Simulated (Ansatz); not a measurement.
**Geometry relaxation, with input and output: C$_{9}$H (part 1 of 3)**

- system: C$_{9}$H (slab, 10 atoms in the cell)
- method: DFT PBE+D3(BJ), scalar-relativistic, plane waves, PAW, no spin polarisation (Ansatz 0.2.0)

The structure derives from a Materials Project entry. The input holds or restrains some coordinates. Forces given for the steps count only the free coordinates. It belongs to a series of runs on one base structure; here: CH put at a top C site.

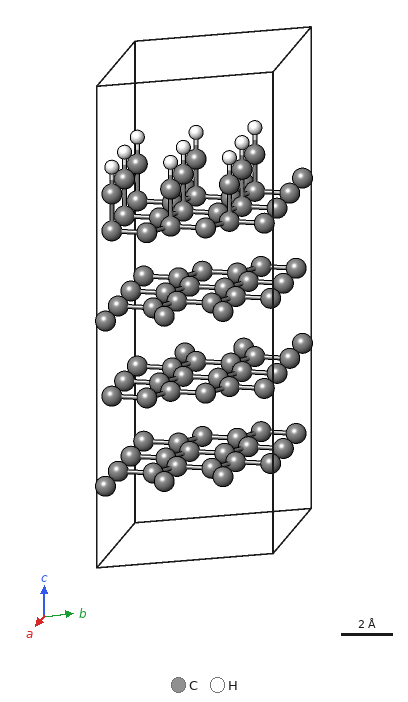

**Figure 1.** The structure as given in the input (ball-and-stick view of the 3 × 3 repeat of the cell, with the vacuum cut short, seen slightly off an axis). An atom can appear more than once, as a periodic image.

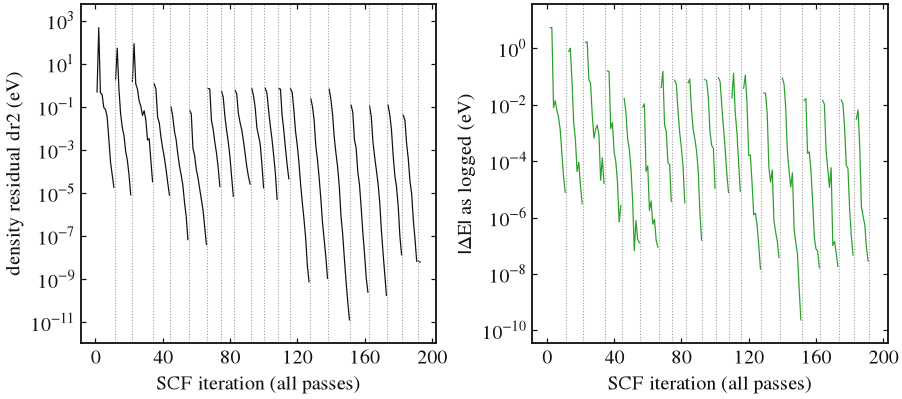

**Figure 2.** Convergence of the self-consistent field: density residual dr2 and size of the energy change against the SCF iteration. The dotted lines part the SCF passes of the relaxation: geometry steps, rejected trials and re-solves on a re-selected basis. The 20 passes take 2 to 13 iterations each, 193 in all.

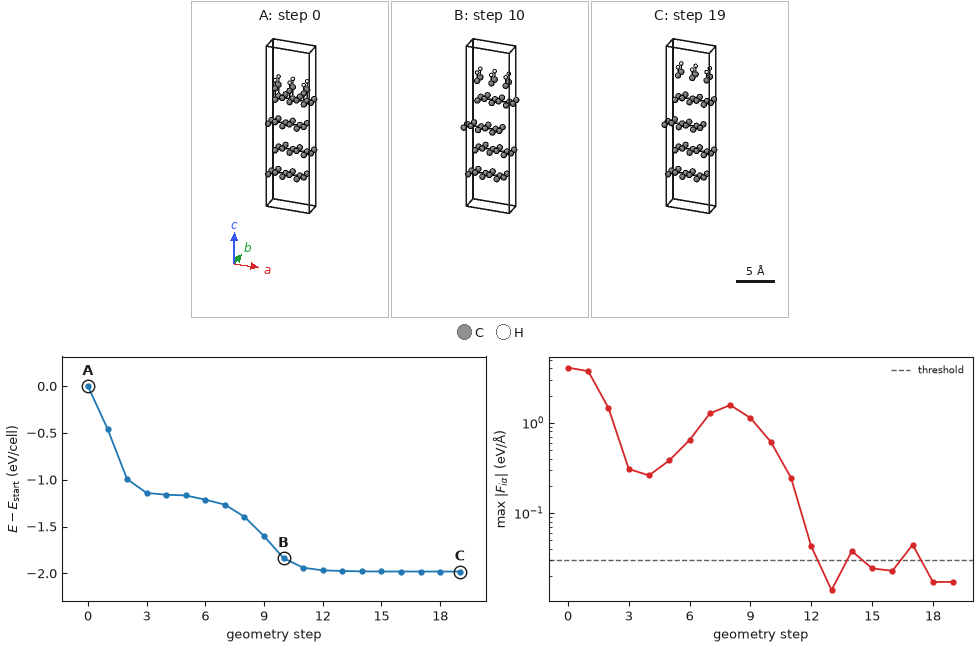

**Figure 3.** Frames of the restrained relaxation (ball-and-stick view of the 3 × 2 repeat of the cell, with the vacuum cut short, seen slightly off an axis) above the curves, on which the letters mark them (the first geometry is step 0 here and step 1 in the log).

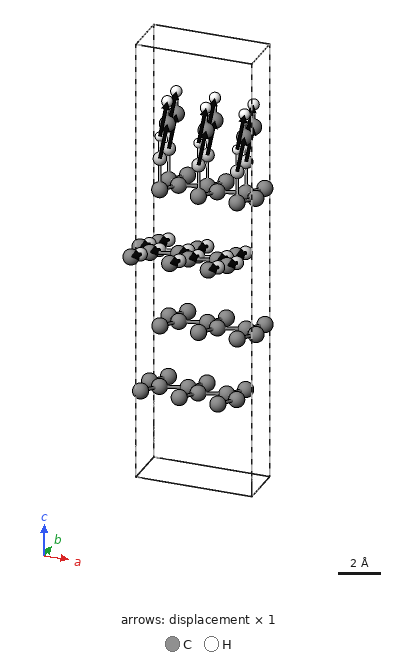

**Figure 4.** Start (faint) and end (solid) with the displacements as black arrows, at true length (ball-and-stick view of the 3 × 2 repeat of the cell, with the vacuum cut short, seen slightly off an axis). The energy falls by 1.981 eV per cell of the calculation in 19 geometry steps. The largest force component goes from 4.1 to 0.017 eV/Å. H10 moves most: 1.76 Å. Largest moves by element: H 1.76 Å, C 1.74 Å. The lattice vectors keep their values. Among the contacts that change: C7–C9 1.520 → 3.236 Å, C9–H10 1.100 → 1.123 Å. Bonds break: C7–C9 (1.52 → 3.24 Å). (Atoms are counted from 1 in the order of the input.)

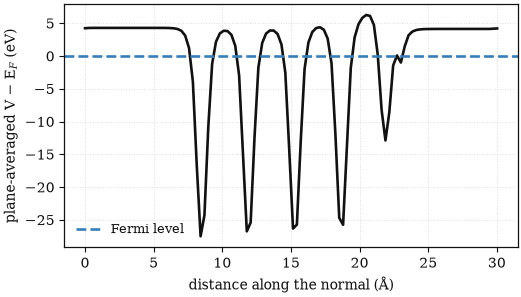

**Figure 5.** Plane average of the electrostatic potential energy of an electron across the cell, from the Fermi level. The vacuum level lies 4.13 eV above the Fermi level on the upper side and 4.29 eV on the lower.

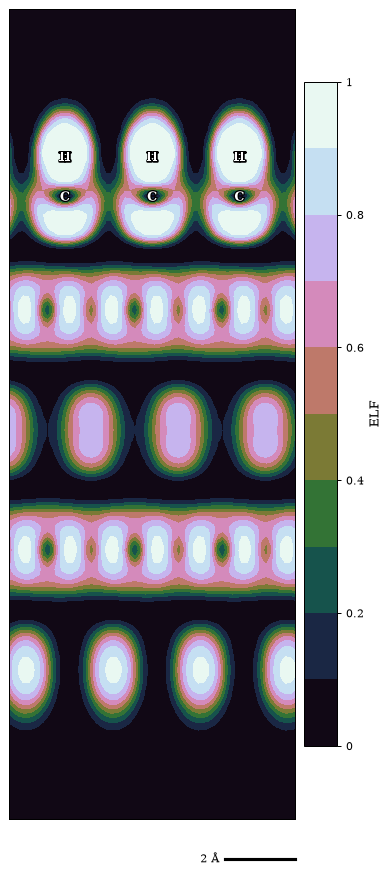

**Figure 6.** ELF on the (100) plane of the calculation cell, a cut from vacuum to vacuum. The section cuts through C and H sites. C–H (1.12 Å): the ELF is about 1 at the midpoint; a covalent bond by its length. Core electrons are frozen (PAW), so the fields are smoothed inside the atomic spheres.

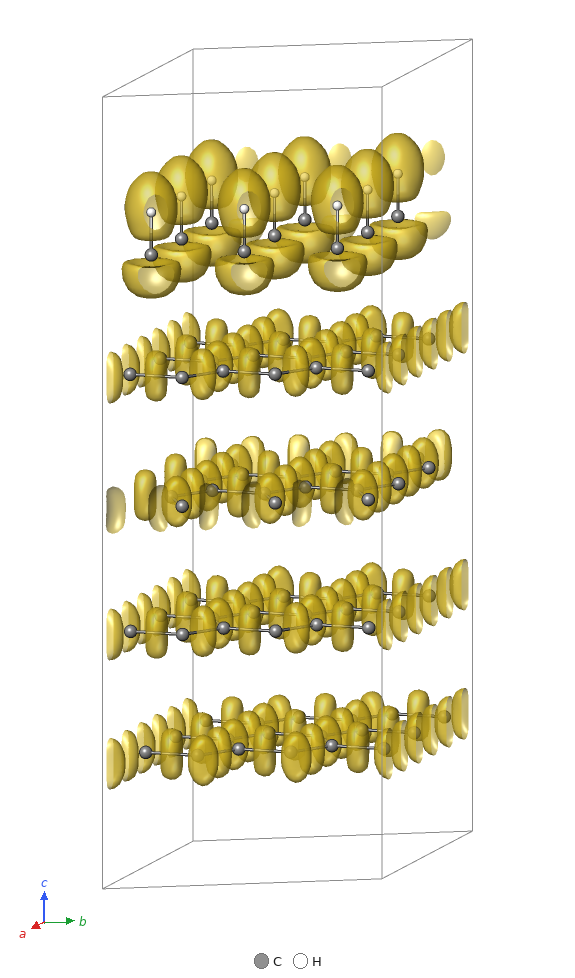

**Figure 7.** Isosurface of the ELF at 0.8 (yellow), seen at an oblique angle. Only the valence region is drawn (cores and ρ < 0.01 e/Å³ removed). Sticks mark near contacts. Values along the shortest contacts: C–H (1.12 Å): the ELF is about 1 at the midpoint; a covalent bond by its length.

These pictures come from the run below.

## Input
```yaml
crystal:
  lattice:
    - [2.4655379958, 0.0, 0.0]
    - [-1.2327689979, 2.1341461202, 0.0]
    - [0.0, 0.0, 30.2985170553]
  atoms:
    - { symbol: C, position: [0.0833101793, 0.1666203587, 0.2805417831] }
    - { symbol: C, position: [0.4166898206, 0.8333796413, 0.2805417831] }
    - { symbol: C, position: [0.5833101794, 0.1666203587, 0.3927430896] }
    - { symbol: C, position: [0.9166898206, 0.8333796413, 0.3927430896] }
    - { symbol: C, position: [0.0833101793, 0.1666203587, 0.5049416718] }
    - { symbol: C, position: [0.4166898206, 0.8333796413, 0.5049416718] }
    - { symbol: C, position: [0.5833101794, 0.1666203587, 0.6171429784] }
    - { symbol: C, position: [0.9166898206, 0.8333796413, 0.6171429784] }
    - { symbol: C, position: [0.5833101794, 0.1666203587, 0.6673104502] }
    - { symbol: H, position: [0.5833101794, 0.1666203587, 0.7036158574] }
basis:
  ecutwfc: 420
kpoints:
  mp_grid: { grid: [12, 12, 1] }
hamiltonian:
  xc: pbe
  dispersion: d3bj
scf:
  occupations: { method: gaussian, width: 0.1 }
output:
  forces: true
  eigenvalues: true
  write_density: true
  write_potential: true
  elf: true
  volumetric_format: npy
relax:
  adjacent_minimum: "off"
  f_tol: 0.03
  max_steps: 70
  constraints: [{ sites: [0, 1, 2, 3] }]
efield:
  axis: 3
  dipole_correction: true
  ramp_width: 0.04
```

Run as:
```bash
ansatz run input.yaml --threads 2 --pin off --max-ram 5120MiB --backend cpu --events-out ev --progress --plain --runs-dir out
```

## Log
```
Engine: ansatz 0.2.0, x86_64-unknown-linux-gnu
Pseudopotentials: kind: paw
Pseudopotential: C, paw, valence charge 4, recommended cutoff 420 eV (normal), C.paw.azcp
Pseudopotential: H, paw, valence charge 1, recommended cutoff 420 eV (normal), H.paw.azcp
Functional definition: PBE
  parameter kappa = 0.804
  parameter beta = 0.06672455060314922
  exchange = pbe_x(kappa = kappa, mu = beta*pi^2/3)
  correlation = pbe_c(beta = beta)
Crystal: 10 atoms, lattice volume = 159.425 Å³
Basis set: ecut = 420 eV, 2999 PW (Γ), exchange–correlation on 36×36×432 points (8 copies of the dense FFT grid, shifted against one another)
Bands: 29, of which v1, the nominal top of the filled ones, is band 19 counted from 1 (18 counted from 0)
Symmetry: 2 space group operations
Space group: Cm (ITA 8), of the structure as read, at distance tolerance 5.4e-5 Å
k-points: 43 of 144 (time reversal used)
Non-local potential: C, projectors of the file, l = 0: 2, l = 1: 2, l = 2: 1
Non-local potential: H, projectors of the file, l = 0: 2, l = 1: 1
PAW form: soft (Blöchl's): semilocal exchange-correlation on the pseudo side does not see the compensation charge
PAW one-centre angular grid: C, 110 points (default); XC on 64 Gauss nodes
PAW one-centre angular grid: H, 110 points (default); XC on 64 Gauss nodes
Initial density: superposition of atomic densities (neutral atoms: chi_scale 0, normalization atom), corrected by the library's trained network
Initial wavefunctions: pseudopotential atomic-orbital guess
Functional: x = pbe(κ = 0.804, μ = 0.2195149727645171), c = pbe(β = 0.06672455060314922)
SCF iter   1: F=—  HF=-2269.288516 eV  |F-HF|=—  |Δ(HF+E_count)|=         —  Δρ=7.32e-3  dr2=4.85e-1  ethr=1.77e-3  p=0.035 e·Å  D=3.95e-2 V/Å  ΔV_dip=-1.20 eV  dr2_dipole=2.05e-1  V_vac-E_F(+/−)=2.52/3.71 eV  ⟨swp⟩=7.9  Hψ=7239  notcnv=0  defer=27
efield: sawtooth ramp at fractional position 0.9721 (placed from the atoms, in the widest stretch of the axis that holds none; the zero of the levels goes with the place), width 0.0400; the density the first Hamiltonian is built on has a dipole p = 0.035 e·Å; the dipole correction subtracts the counter field D = 3.95e-2 V/Å, which shifts the + side's vacuum level by -1.20 eV against the − side's; the planar-averaged density in the ramp window peaks in size at 1.3e-5 e/Å³
preconditioner: auto → LDOS  [metal: Δε(μ)=0.114 eV  Ē_g=14.875 eV  σ=0.100 eV  W_gap=0.47  n_scr=20 (ndim 8)  ℏωp=17.9 eV  f_vac=0.485  D(μ)=1.30/eV (n_scr^D=10)  β→1.0]
SCF iter   2: F=—  HF=-2274.683739 eV  |F-HF|=—  |Δ(HF+E_count)|=    5.40e0  Δρ=7.88e-2  dr2=4.67e2  ethr=1.31e-3  p=0.233 e·Å  D=2.65e-1 V/Å  ΔV_dip=-8.02 eV  dr2_dipole=3.09e2  V_vac-E_F(+/−)=1.53/9.54 eV  ⟨swp⟩=3.8  Hψ=2533  notcnv=1  defer=193  recentre
SCF iter   3: F=—  HF=-2269.283273 eV  |F-HF|=—  |Δ(HF+E_count)|=    5.40e0  Δρ=6.33e-3  dr2=4.38e-1  ethr=1.31e-3  p=0.032 e·Å  D=3.67e-2 V/Å  ΔV_dip=-1.11 eV  dr2_dipole=1.97e-1  V_vac-E_F(+/−)=2.62/3.73 eV  ⟨swp⟩=2.9  Hψ=2383  notcnv=0  defer=102
SCF iter   4: F=—  HF=-2269.275291 eV  |F-HF|=—  |Δ(HF+E_count)|=   7.98e-3  Δρ=5.24e-3  dr2=3.75e-1  ethr=1.18e-3  p=0.027 e·Å  D=3.10e-2 V/Å  ΔV_dip=-0.94 eV  dr2_dipole=1.90e-1  V_vac-E_F(+/−)=2.74/3.68 eV  ⟨swp⟩=1.1  Hψ=1599  notcnv=0  defer=113
SCF iter   5: F=—  HF=-2269.261347 eV  |F-HF|=—  |Δ(HF+E_count)|=   1.39e-2  Δρ=2.15e-3  dr2=9.21e-2  ethr=1.01e-3  p=0.020 e·Å  D=2.24e-2 V/Å  ΔV_dip=-0.68 eV  dr2_dipole=5.54e-2  V_vac-E_F(+/−)=3.08/3.76 eV  ⟨swp⟩=1.8  Hψ=1617  notcnv=0  defer=148
SCF iter   6: F=—  HF=-2269.255121 eV  |F-HF|=—  |Δ(HF+E_count)|=   6.23e-3  Δρ=1.46e-3  dr2=7.46e-2  ethr=2.49e-4  p=0.023 e·Å  D=2.64e-2 V/Å  ΔV_dip=-0.80 eV  dr2_dipole=4.85e-2  V_vac-E_F(+/−)=3.18/3.98 eV  ⟨swp⟩=1.4  Hψ=1256  notcnv=0  defer=151
SCF iter   7: F=—  HF=-2269.251570 eV  |F-HF|=—  |Δ(HF+E_count)|=   3.55e-3  Δρ=8.60e-4  dr2=3.44e-2  ethr=2.02e-4  p=0.025 e·Å  D=2.89e-2 V/Å  ΔV_dip=-0.88 eV  dr2_dipole=2.35e-2  V_vac-E_F(+/−)=3.25/4.13 eV  ⟨swp⟩=1.4  Hψ=1395  notcnv=0  defer=151
SCF iter   8: F=—  HF=-2269.250333 eV  |F-HF|=—  |Δ(HF+E_count)|=   1.24e-3  Δρ=4.70e-4  dr2=3.27e-3  ethr=9.30e-5  p=0.029 e·Å  D=3.30e-2 V/Å  ΔV_dip=-1.00 eV  dr2_dipole=1.14e-3  V_vac-E_F(+/−)=3.26/4.26 eV  ⟨swp⟩=1.4  Hψ=1299  notcnv=0  defer=150
SCF iter   9: F=—  HF=-2269.250152 eV  |F-HF|=—  |Δ(HF+E_count)|=   1.80e-4  Δρ=1.76e-4  dr2=2.77e-4  ethr=8.85e-6  p=0.029 e·Å  D=3.28e-2 V/Å  ΔV_dip=-0.99 eV  dr2_dipole=5.94e-6  V_vac-E_F(+/−)=3.26/4.25 eV  ⟨swp⟩=1.7  Hψ=1346  notcnv=0  defer=153
SCF iter  10: F=—  HF=-2269.250127 eV  |F-HF|=—  |Δ(HF+E_count)|=   2.51e-5  Δρ=8.03e-5  dr2=7.15e-5  ethr=7.49e-7  p=0.030 e·Å  D=3.38e-2 V/Å  ΔV_dip=-1.03 eV  dr2_dipole=2.08e-5  V_vac-E_F(+/−)=3.25/4.28 eV  ⟨swp⟩=2.3  Hψ=1446  notcnv=0  defer=153
SCF iter  11: F=-2269.250097 eV  HF=-2269.250120 eV  |F-HF|=2.22e-5  |Δ(HF+E_count)|=   7.82e-6  Δρ=3.54e-5  dr2=1.81e-5  ethr=6.08e-8  p=0.030 e·Å  D=3.37e-2 V/Å  ΔV_dip=-1.02 eV  dr2_dipole=6.24e-6  V_vac-E_F(+/−)=3.26/4.27 eV  ⟨swp⟩=22.3  Hψ=12671  notcnv=0
WARN: dispersion: an atom stands within reach of a switch of its C6 between two reference coordination numbers of its element: through that C6 alone, e_disp changes by 0.025 eV or more while the distances to its neighbours run over a stretch of 0.05 Å that contains this geometry (sites counted from 0 in the run's list of atoms or, in a supercell that it derives, in that cell's: here a list of 10) — site 8 (C): coordination number 3.368 (about 3.02 to 3.71 with every neighbour 0.05 Å farther or nearer), switch near 3.492 between the references 2.999 (weight 0.73) and 3.984 (weight 0.27), e_disp changing by some 0.03 eV. This is how the published method behaves, and the energy and the forces stay consistent. Where you compare this geometry's total energy with another's, compare their components.e_disp too, and, where the geometries are yours to choose, keep both on one side of the switch, which a site's coordination number tells: a relaxation that ends in reach of it can search the other side under relax.adjacent_minimum: search, except where no move that the cell, the constraints and the symmetry allow carries the atom there
SCF 1 converged in 11 iterations: F = -2269.250097 eV  dr2 = 1.81e-5
  greatest PAW one-centre occupation: 0.683 electrons in one spin orbital (limit 2), on the C atom at site 8 (counted from 0), in its partial waves of l = 0
relax step   1: F+E_penalty+E_count = -2269.25009732 eV  Δ(F+E_penalty+E_count) = +0.000e0 eV  max|allowed force component| = 4.077e0 eV/Å  Δτ_max = 0.0000 Å  (11 SCF iters, dr2 threshold 2.25e-5 eV, accepted)
Initial density: handed on by an earlier stage of this run
Initial wavefunctions: those handed on with the density
SCF iter   1: F=—  HF=-2270.011522 eV  |F-HF|=—  |Δ(HF+E_count)|=         —  Δρ=2.68e-2  dr2=1.78e0  ethr=3.10e-3  p=0.030 e·Å  D=3.37e-2 V/Å  ΔV_dip=-1.02 eV  dr2_dipole=6.55e-2  V_vac-E_F(+/−)=3.69/4.71 eV  ⟨swp⟩=4.3  Hψ=4831  notcnv=0  defer=107
efield: sawtooth ramp at fractional position 0.9721 (handed on by an earlier solve), width 0.0400; the density the first Hamiltonian is built on has a dipole p = 0.030 e·Å; the dipole correction subtracts the counter field D = 3.37e-2 V/Å, which shifts the + side's vacuum level by -1.02 eV against the − side's; the planar-averaged density in the ramp window peaks in size at 1.9e-6 e/Å³
preconditioner: auto → LDOS  [metal: Δε(μ)=0.096 eV  Ē_g=14.798 eV  σ=0.100 eV  W_gap=0.47  n_scr=20 (ndim 8)  ℏωp=17.9 eV  f_vac=0.486  D(μ)=1.80/eV (n_scr^D=12)  β→1.0]
SCF iter   2: F=—  HF=-2270.780823 eV  |F-HF|=—  |Δ(HF+E_count)|=   7.69e-1  Δρ=2.96e-2  dr2=5.21e1  ethr=3.10e-3  p=-0.063 e·Å  D=-7.19e-2 V/Å  ΔV_dip=2.18 eV  dr2_dipole=3.18e1  V_vac-E_F(+/−)=4.09/1.91 eV  ⟨swp⟩=3.4  Hψ=2620  notcnv=0  defer=188  recentre
SCF iter   3: F=—  HF=-2269.772054 eV  |F-HF|=—  |Δ(HF+E_count)|=    1.01e0  Δρ=1.48e-2  dr2=6.52e-1  ethr=3.10e-3  p=0.035 e·Å  D=3.97e-2 V/Å  ΔV_dip=-1.20 eV  dr2_dipole=6.80e-2  V_vac-E_F(+/−)=3.61/4.81 eV  ⟨swp⟩=2.7  Hψ=2456  notcnv=0  defer=150
SCF iter   4: F=—  HF=-2269.708164 eV  |F-HF|=—  |Δ(HF+E_count)|=   6.39e-2  Δρ=3.25e-3  dr2=4.81e-2  ethr=1.76e-3  p=0.026 e·Å  D=2.90e-2 V/Å  ΔV_dip=-0.88 eV  dr2_dipole=5.27e-4  V_vac-E_F(+/−)=3.50/4.37 eV  ⟨swp⟩=2.2  Hψ=1777  notcnv=0  defer=173
SCF iter   5: F=—  HF=-2269.705984 eV  |F-HF|=—  |Δ(HF+E_count)|=   2.18e-3  Δρ=1.50e-3  dr2=1.09e-2  ethr=1.30e-4  p=0.024 e·Å  D=2.69e-2 V/Å  ΔV_dip=-0.81 eV  dr2_dipole=2.30e-3  V_vac-E_F(+/−)=3.45/4.27 eV  ⟨swp⟩=2.3  Hψ=1536  notcnv=0  defer=181
SCF iter   6: F=—  HF=-2269.705395 eV  |F-HF|=—  |Δ(HF+E_count)|=   5.89e-4  Δρ=8.43e-4  dr2=4.66e-3  ethr=2.95e-5  p=0.024 e·Å  D=2.72e-2 V/Å  ΔV_dip=-0.82 eV  dr2_dipole=1.68e-3  V_vac-E_F(+/−)=3.44/4.26 eV  ⟨swp⟩=1.2  Hψ=1146  notcnv=0  defer=181
SCF iter   7: F=—  HF=-2269.705352 eV  |F-HF|=—  |Δ(HF+E_count)|=   4.29e-5  Δρ=3.71e-4  dr2=8.59e-4  ethr=1.26e-5  p=0.024 e·Å  D=2.75e-2 V/Å  ΔV_dip=-0.83 eV  dr2_dipole=3.58e-4  V_vac-E_F(+/−)=3.42/4.25 eV  ⟨swp⟩=2.0  Hψ=1339  notcnv=0  defer=181
SCF iter   8: F=—  HF=-2269.705261 eV  |F-HF|=—  |Δ(HF+E_count)|=   9.13e-5  Δρ=1.36e-4  dr2=3.34e-4  ethr=2.32e-6  p=0.025 e·Å  D=2.84e-2 V/Å  ΔV_dip=-0.86 eV  dr2_dipole=1.85e-4  V_vac-E_F(+/−)=3.41/4.27 eV  ⟨swp⟩=2.1  Hψ=1653  notcnv=0  defer=181
SCF iter   9: F=-2269.705130 eV  HF=-2269.705247 eV  |F-HF|=1.17e-4  |Δ(HF+E_count)|=   1.41e-5  Δρ=6.66e-5  dr2=6.99e-5  ethr=2.70e-7  p=0.025 e·Å  D=2.84e-2 V/Å  ΔV_dip=-0.86 eV  dr2_dipole=5.17e-5  V_vac-E_F(+/−)=3.41/4.27 eV  ⟨swp⟩=23.0  Hψ=13478  notcnv=0
SCF iter  10: F=-2269.705237 eV  HF=-2269.705244 eV  |F-HF|=7.09e-6  |Δ(HF+E_count)|=   3.13e-6  Δρ=3.64e-5  dr2=8.29e-6  ethr=1.89e-7  p=0.025 e·Å  D=2.88e-2 V/Å  ΔV_dip=-0.87 eV  dr2_dipole=2.72e-7  V_vac-E_F(+/−)=3.41/4.28 eV  ⟨swp⟩=15.5  Hψ=10835  notcnv=0
SCF 2 converged in 10 iterations: F = -2269.705237 eV  dr2 = 8.29e-6
  greatest PAW one-centre occupation: 0.686 electrons in one spin orbital (limit 2), on the C atom at site 8 (counted from 0), in its partial waves of l = 0
relax step   2: F+E_penalty+E_count = -2269.70523680 eV  Δ(F+E_penalty+E_count) = -4.551e-1 eV  max|allowed force component| = 3.722e0 eV/Å  Δτ_max = 0.1835 Å  (10 SCF iters, dr2 threshold 1.00e-4 eV, accepted)
[... from here on the SCF iterations and repeated set-up lines of each step are left out, up to the last step ...]
SCF 3 converged in 13 iterations: F = -2270.243583 eV  dr2 = 3.34e-5
relax step   3: F+E_penalty+E_count = -2270.24358311 eV  Δ(F+E_penalty+E_count) = -5.383e-1 eV  max|allowed force component| = 1.455e0 eV/Å  Δτ_max = 0.1953 Å  (13 SCF iters, dr2 threshold 1.00e-4 eV, accepted)
SCF 4 converged in 10 iterations: F = -2270.390790 eV  dr2 = 8.06e-6
```
